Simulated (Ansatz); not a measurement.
**LiMgBN2 (I-4m2): band gap by G0W0 on HSE06**

Aim: the quasiparticle gap of LiMgBN2 (I-4m2), starting from HSE06.

Main program and level: Ansatz 0.2.0; HSE06, then G0W0 on it, plane waves, PAW.

### Step 1. The structure

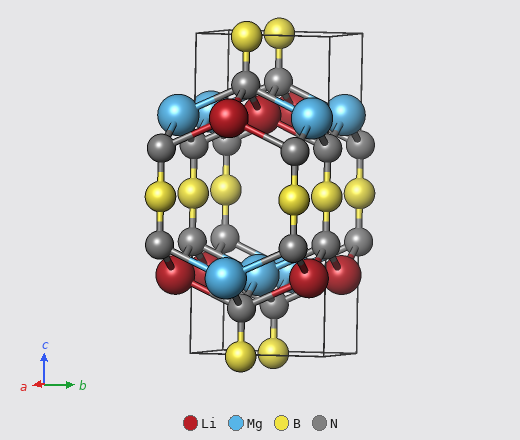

The cell as given, slightly off an axis (lithium red, magnesium blue, boron yellow, nitrogen grey). 2×1×1 cells are drawn. This picture shows the conventional cell, with its axes. Some periodic images of atoms are drawn too.

The cell and positions are those that the Materials Project relaxed with its own functionals (PBE, PBE+U or r2SCAN), kept fixed.

The logs state that the PAW files were generated under PBE.

### Step 2. HSE06 levels on the mesh and at listed points

HSE06 mixes in a quarter of exact exchange at short range.

This step: DFT, HSE06, plane waves, PAW; PAW set soft_1.

input.yaml

```yaml
crystal:
  lattice:
    - [-1.909656, 1.909656, 4.443522]
    - [1.909656, -1.909656, 4.443522]
    - [1.909656, 1.909656, -4.443522]
  atoms:
    - { symbol: Li, position: [0.25, 0.75, 0.5] }
    - { symbol: Mg, position: [0.75, 0.25, 0.5] }
    - { symbol: B, position: [0.5, 0.5, 0.0] }
    - { symbol: "N", position: [0.6512635, 0.6512635, 0.0] }
    - { symbol: "N", position: [0.3487365, 0.3487365, 0.0] }
kpoints:
  mp_grid: { grid: [6, 6, 6] }
  band_path:
    path:
      - [0.0, 0.0, 0.0]
      - [0.0, 0.0, 0.5]
      - [0.25, 0.25, 0.25]
      - [0.0, 0.5, 0.0]
      - [0.5, 0.5, -0.5]
      - [0.2961738, 0.7038262, -0.2961738]
      - [-0.2961738, 0.2961738, 0.2961738]
      - [-0.0923476, 0.0923476, 0.5]
    npoints: 1
hamiltonian:
  xc: hse06
  pseudopotentials: { kind: paw, azcp: { folder: soft_1 } }
scf:
  occupations: { method: fixed }
  n_extra_bands: 5
output:
  eigenvalues: true
  write_density: true
  write_potential: true
  elf: true
  volumetric_format: npy
```

Launch:

```sh
> ansatz run input.yaml --threads 3 --pin off --max-ram 92160MiB --backend cuda --events-out ev --progress --plain --runs-dir out --devices 1 --max-vram 13GiB
```

Numbers of over 12 decimals in the logs are rounded to 6 here.

The log of the run:

```text
scf.n_extra_bands = 5 over 13 filled bands (N_el = 26.0): the run solves 18 bands
GPUs: using 1 of 1 available (devices: 1).
Engine: ansatz 0.2.0, x86_64-unknown-linux-gnu
Pseudopotentials: kind: paw
Pseudopotential: Li, paw, valence charge 3, recommended cutoff 420 eV (normal), soft_1/Li.paw.azcp
Pseudopotential: Mg, paw, valence charge 10, recommended cutoff 420 eV (normal), soft_1/Mg.paw.azcp
Pseudopotential: B, paw, valence charge 3, recommended cutoff 420 eV (normal), soft_1/B.paw.azcp
Pseudopotential: N, paw, valence charge 5, recommended cutoff 420 eV (normal), soft_1/N.paw.azcp
Functional definition: HSE06
  parameter a = 0.25
  parameter omega = 0.11/bohr
  exchange = pbe_x - a*pbe_x_sr(omega) + a*exact_x_sr(omega)
  correlation = pbe_c
davidson cushion auto → on  (no smearing: the cushion is to keep the highest requested band from converging to the state above it; pin scf.eigensolver.cushion to override)
device memory: the entry about to start is reckoned to put 0.8 GiB on a device that reports 39.5 GiB free (of which the cap on the GPU budget leaves the run 13.0 GiB)
GPU FFT provider: cuFFT
GPU libraries: cuBLAS 13.8.2, cuFFT 12.4.0, cuSOLVER 12.3.4
Crystal: 5 atoms, lattice volume = 64.818 Å³
Basis set: ecut = 420 eV, 1283 PW (Γ)
Bands: 18, of which v1, the nominal top of the filled ones, is band 13 counted from 1 (12 counted from 0)
Symmetry: 8 space group operations
Space group: I-4m2 (ITA 119), of the structure as read, at distance tolerance 4.0e-5 Å
k-points: 30 of 216 (time reversal used)
Non-local potential: Li, projectors of the file, l = 0: 3, l = 1: 2, l = 2: 1
Non-local potential: Mg, projectors of the file, l = 0: 3, l = 1: 2, l = 2: 1
Non-local potential: B, projectors of the file, l = 0: 2, l = 1: 2, l = 2: 1
Non-local potential: N, projectors of the file, l = 0: 2, l = 1: 2, l = 2: 1
PAW form: soft (Blöchl's): semilocal exchange-correlation on the pseudo side does not see the compensation charge
PAW frozen core: Mg, regenerated for the run's functional, and the local potential with it (the file was generated under x = pbe(κ = 0.804, μ = 0.219515), c = pbe(β = 0.066725))
PAW frozen core: B, regenerated for the run's functional, and the local potential with it (the file was generated under x = pbe(κ = 0.804, μ = 0.219515), c = pbe(β = 0.066725))
PAW frozen core: N, regenerated for the run's functional, and the local potential with it (the file was generated under x = pbe(κ = 0.804, μ = 0.219515), c = pbe(β = 0.066725))
PAW one-centre angular grid: Li, 110 points (default); XC on 160 Gauss nodes
PAW one-centre angular grid: Mg, 110 points (default); XC on 96 Gauss nodes
PAW one-centre angular grid: B, 110 points (default); XC on 64 Gauss nodes
PAW one-centre angular grid: N, 110 points (default); XC on 64 Gauss nodes
Initial density: superposition of atomic densities (chi_scale 0.1, normalization cell, long waves kept (reshape's long-wave potential 0.02 eV rms))
Initial wavefunctions: pseudopotential atomic-orbital guess
GPU buffer pool allocated for 46656 grid points (all kernels)
GPU transforms: local potential and band sums: pruned to the plane-wave sphere, on 36×36×36
Functional: x = pbe(κ = 0.804, μ = 0.219515), c = pbe(β = 0.066725), warm-up for x = pbe(κ = 0.804, μ = 0.219515) + 0.25 (exact − pbe) at short range (hse, ω = 0.207870 Å⁻¹), c = pbe(β = 0.066725); HSE06 as pw.x's `hse` composes it (authors' and Libxc's form: `xc: wpbeh`)
SCF iter   1: F=—  HF=-3059.799060 eV  |F-HF|=—  |Δ(HF+E_count)|=         —  Δρ=1.03e-1  dr2=9.26e0  ethr=1.00e-1  ⟨swp⟩=5.9  Hψ=1864  notcnv=0
preconditioner: auto → none  [insulator: Δε(μ)=4.481 eV  Ē_g=13.486 eV  n_scr=14 (ndim 8)  ℏωp=18.4 eV  f_vac=0.001]
SCF iter   2: F=—  HF=-3057.696107 eV  |F-HF|=—  |Δ(HF+E_count)|=    2.10e0  Δρ=7.15e-2  dr2=2.56e0  ethr=3.56e-2  ⟨swp⟩=3.1  Hψ=1515  notcnv=0
iter 3 solved again at ethr=8.80e-4 eV; its pass at ethr=9.84e-3 eV (dr2=2.29e-1 eV) is discarded
SCF iter   3: F=—  HF=-3057.082579 eV  |F-HF|=—  |Δ(HF+E_count)|=   6.14e-1  Δρ=1.98e-2  dr2=2.28e-1  ethr=8.80e-4  ⟨swp⟩=2.0  Hψ=2616  notcnv=0
SCF iter   4: F=—  HF=-3057.063607 eV  |F-HF|=—  |Δ(HF+E_count)|=   1.90e-2  Δρ=3.78e-3  dr2=1.18e-2  ethr=8.76e-4  ⟨swp⟩=3.0  Hψ=1339  notcnv=0
SCF iter   5: F=-3057.064851 eV  HF=-3057.064424 eV  |F-HF|=4.28e-4  |Δ(HF+E_count)|=   8.16e-4  Δρ=1.07e-3  dr2=5.01e-4  ethr=4.54e-5  ⟨swp⟩=3.2  Hψ=1539  notcnv=0  defer=1
SCF 1 stopped early in 5 iterations: F = -3057.064851 eV  dr2 = 5.01e-4
  greatest PAW one-centre occupation: 1.000 electrons in one spin orbital (limit 2), on the Mg atom at site 1 (counted from 0), in its partial waves of l = 0
device memory: the entry about to start is reckoned to put 1.4 GiB (of the 1.4 GiB reckoned in all, the device holds 0.1 GiB already) on a device that reports 40.0 GiB free (of which the cap on the GPU budget leaves the run 13.0 GiB)
GPU FFT provider: cuFFT
GPU libraries: cuBLAS 13.8.2, cuFFT 12.4.0, cuSOLVER 12.3.4
Initial density: handed on by an earlier stage of this run
Initial wavefunctions: those handed on with the density
GPU buffer pool allocated for 46656 grid points (all kernels)
GPU transforms: local potential and band sums: pruned to the plane-wave sphere, on 36×36×36
Functional: x = pbe(κ = 0.804, μ = 0.219515) + 0.25 (exact − pbe) at short range (hse, ω = 0.207870 Å⁻¹), c = pbe(β = 0.066725); HSE06 as pw.x's `hse` composes it (authors' and Libxc's form: `xc: wpbeh`)
Exchange kernel: α = 0.2500, screened, ω = 0.2079 Å⁻¹, Wigner–Seitz truncation, v(0) = 1046.7294 eV·Å³, q-mesh 6×6×6, nearest image of the exchange supercell L = 22.92 Å, pair-density grid 24×24×24, without the augmentation charges, whose exchange is taken in its separable form by FFT convolution over the k-point mesh (sized by the pseudopotential files, 30×30×20 at the most), smooth part of the exact exchange by density-matrix convolution in up to 4.58 GiB of GPU memory as planned if the GPU has room (build and FFT work areas not counted)
Frozen-core exchange: fock
SCF iter   1: F=—  HF=-3057.381947 eV  |F-HF|=—  |Δ(HF+E_count)|=         —  Δρ=6.64e-3  dr2=2.46e-2  ethr=1.93e-5  ⟨swp⟩=6.3  Hψ=2485  notcnv=0
preconditioner: auto → none  [insulator: Δε(μ)=3.702 eV  Ē_g=14.112 eV  n_scr=14 (ndim 8)  ℏωp=18.4 eV  f_vac=0.116]
SCF iter   2: F=—  HF=-3057.374983 eV  |F-HF|=—  |Δ(HF+E_count)|=   6.96e-3  Δρ=1.83e-3  dr2=1.88e-3  ethr=1.93e-5  ⟨swp⟩=3.9  Hψ=1692  notcnv=0
SCF iter   3: F=—  HF=-3057.380797 eV  |F-HF|=—  |Δ(HF+E_count)|=   5.81e-3  Δρ=5.70e-4  dr2=2.64e-4  ethr=4.62e-6  ⟨swp⟩=3.3  Hψ=1601  notcnv=0
SCF iter   4: F=-3057.380714 eV  HF=-3057.380713 eV  |F-HF|=1.51e-7  |Δ(HF+E_count)|=   8.32e-5  Δρ=4.51e-5  dr2=6.36e-6  ethr=9.06e-7  ⟨swp⟩=3.0  Hψ=1304  notcnv=0
SCF 2 stopped early in 4 iterations: F = -3057.380714 eV  dr2 = 6.36e-6
hybrid outer 1: dexx = +6.952e-3 eV, tail = 4.23e-5 eV
GPU FFT provider: cuFFT
GPU libraries: cuBLAS 13.8.2, cuFFT 12.4.0, cuSOLVER 12.3.4
GPU buffer pool allocated for 46656 grid points (all kernels)
GPU transforms: local potential and band sums: pruned to the plane-wave sphere, on 36×36×36
Exchange kernel: α = 0.2500, screened, ω = 0.2079 Å⁻¹, Wigner–Seitz truncation, v(0) = 1046.7294 eV·Å³, q-mesh 6×6×6, nearest image of the exchange supercell L = 22.92 Å, pair-density grid 24×24×24, without the augmentation charges, whose exchange is taken in its separable form by FFT convolution over the k-point mesh (sized by the pseudopotential files, 30×30×20 at the most), smooth part of the exact exchange by density-matrix convolution in up to 4.58 GiB of GPU memory as planned if the GPU has room (build and FFT work areas not counted)
Frozen-core exchange: fock
SCF iter   1: F=—  HF=-3057.380728 eV  |F-HF|=—  |Δ(HF+E_count)|=         —  Δρ=6.34e-5  dr2=1.76e-6  ethr=8.13e-7  ⟨swp⟩=2.7  Hψ=1222  notcnv=0
preconditioner: auto → none  [insulator: Δε(μ)=3.717 eV  Ē_g=14.112 eV  n_scr=14 (ndim 8)  ℏωp=18.4 eV  f_vac=0.129]
iter 2 solved again at ethr=5.47e-10 eV; its pass at ethr=5.59e-9 eV (dr2=1.42e-7 eV) is discarded
SCF iter   2: F=—  HF=-3057.380728 eV  |F-HF|=—  |Δ(HF+E_count)|=   7.81e-8  Δρ=2.49e-5  dr2=2.20e-7  ethr=5.47e-10  ⟨swp⟩=2.0  Hψ=3087  notcnv=0
SCF iter   3: F=-3057.380729 eV  HF=-3057.380729 eV  |F-HF|=3.83e-9  |Δ(HF+E_count)|=   7.06e-7  Δρ=9.08e-6  dr2=1.80e-8  ethr=5.37e-10  ⟨swp⟩=4.5  Hψ=1662  notcnv=0  defer=4
SCF 3 converged in 3 iterations: F = -3057.380729 eV  dr2 = 1.80e-8
hybrid outer 2: dexx = +8.938e-7 eV, tail = 5.44e-8 eV, Δε = 2.47e-3 eV (about 1.26e-4 eV left of the loop's levels)
device memory: the entry about to start is reckoned to put 0.4 GiB on a device that reports 32.3 GiB free (of which the cap on the GPU budget leaves the run 13.0 GiB)
NSCF: frozen V_eff on 8 k-points
hybrid SCF converged: 2 outer / 7 inner (+5 warm-up), last move |dexx| = 8.94e-7 eV, tail = 5.44e-8 eV
Stability not checked: this state was not tested for a lower state beside it, because the functional holds exact exchange (a hybrid, or Hartree-Fock), whose exchange loop this test does not read (fock_operator; see scf.lower_state_search)
Free energy (F): -3057.380729 eV
Frozen-core exchange: fock
Harris-Foulkes:  -3057.380729 eV  (|F-HF|=3.83e-9)
Internal energy: -3057.380729 eV  (E = F + TS)
E sigma→0 (E₀):  -3057.380729 eV
Fermi energy:    2.280071 eV
--- Per-component energies (eV) ---
  E_band       = -542.641360
  E_kinetic    = 394.763800
  E_local      = -2696.578810  (includes V_loc(G=0)·N_el)
  E_nonlocal   = 252.153050
  E_hartree    = 954.806080
  E_xc         = -152.028553
  E_vxc        = -188.751949  (∫ρ·V_xc dr)
  E_exx        = -95.616371  (= α·E_x^exact, valence–valence)
  E_paw        = -599.199391  (= ΣΔE_a)
  E_vpaw       = -22.610284  (= ΣTr[D̂ρ^β])
  E_aug_tail   = 0.001962  (compensation charges beyond the density's cutoff)
  E_ewald      = -1115.590766
  E_core_change = -0.091731  (= ΣΔE_core)
  E_smearing   = -0.000000  (= −TS)
  E_closure    = -0.000000  (closes the sum)
  Σ components = -3057.380729   (vs F -3057.380729, Δ=0.00e0)
--- Band table (eV; the first three rows and the last of 30) ---
  k-point 0: bands = [... 9 lower, -0.0183, -0.0183, 0.8097, 0.8097, 5.9974, 9.6175, 11.7616, 11.7616, ... 1 higher]
  k-point 1: bands = [... 9 lower, -0.5725, -0.2503, 0.6393, 1.2308, 7.1303, 10.4003, 10.8474, 10.9322, ... 1 higher]
  k-point 2: bands = [... 9 lower, -1.3072, -0.7015, 0.3269, 1.6604, 8.2640, 10.3956, 10.4968, 11.8978, ... 1 higher]
  k-point 29: bands = [... 9 lower, -0.8985, -0.8985, 2.2801, 2.2801, 6.9155, 9.9655, 10.3357, 10.3357, ... 1 higher]
```

Run time: 48 s. Hardware: 1 × NVIDIA H100 80GB HBM3 (shared by 6 runs) with 3 threads of AMD EPYC 7R13 (Zen 3), shared host; peak memory 1.7 GiB.

This step gave:

```yaml
gap: 3.717 eV
valence_top_at: M
conduction_bottom_at: Γ
least_direct_gap: 4.635 eV
exact_exchange_fraction: 0.25
```

Over mesh and listed points the gap is 3.717 eV, from k = (0.500, 0.500, -0.500) to k = Γ. The least direct gap found is 4.635 eV, at k = (0.500, 0.500, -0.500).

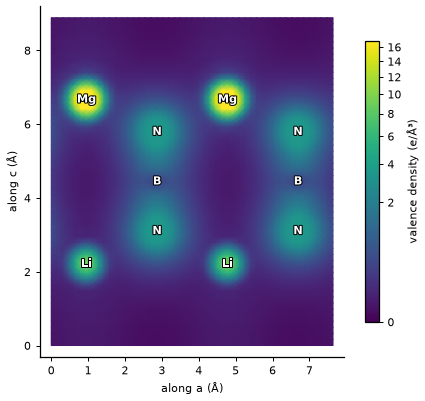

Valence density in the ac plane of the conventional cell at fractional y = 0.000, with atoms of Li and Mg and B and N within 0.2 Å of it. It is the smooth field of the valence electrons, not physical close to the nuclei. The map starts off the cell's origin, so that atoms lie inside it. The colour scale is stretched toward low values.

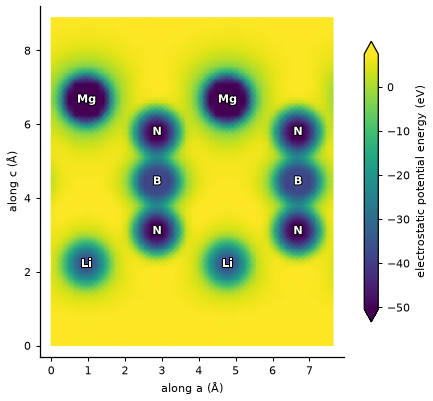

Electrostatic potential energy in the ac plane of the conventional cell at fractional y = 0.000, with atoms of Li and Mg and B and N within 0.2 Å of it. With pseudopotentials it is smooth inside the atoms' cores, unlike the true potential. The map starts off the cell's origin, so that atoms lie inside it.

(Continued in part 2 of 2.)

[Paths, hosts, dates, memory and timing lines, banners, echoed tables and standing remarks are left out of the program output.]

[Logs are printed without paths, hosts, clocks, repeated set-up lines and the standing remarks that a program may print on its own settings, such as how far it seeks lower states.]

[Runs of the session that timed out or met a known fault of the program may be left out.]

[Cells called generated may have been cut or substituted from an entry of the Crystallography Open Database or the Materials Project.]

[Hosts, paths, dates, database ids (printed as entryN), source tags and the programs' standing remarks are cut or masked in the printed files.]

[Where an RPA ε∞ is given, it is that of the G0W0 mesh and is not shown converged in it. Names of k-points follow the symmetry that the program found, which can be lower than the space group named. Band edges on a path are those of the sampled points; other points can move an edge, and change direct to indirect where valleys lie close.]

[Hybrid gaps are those of their k-mesh and are not shown converged in it.]
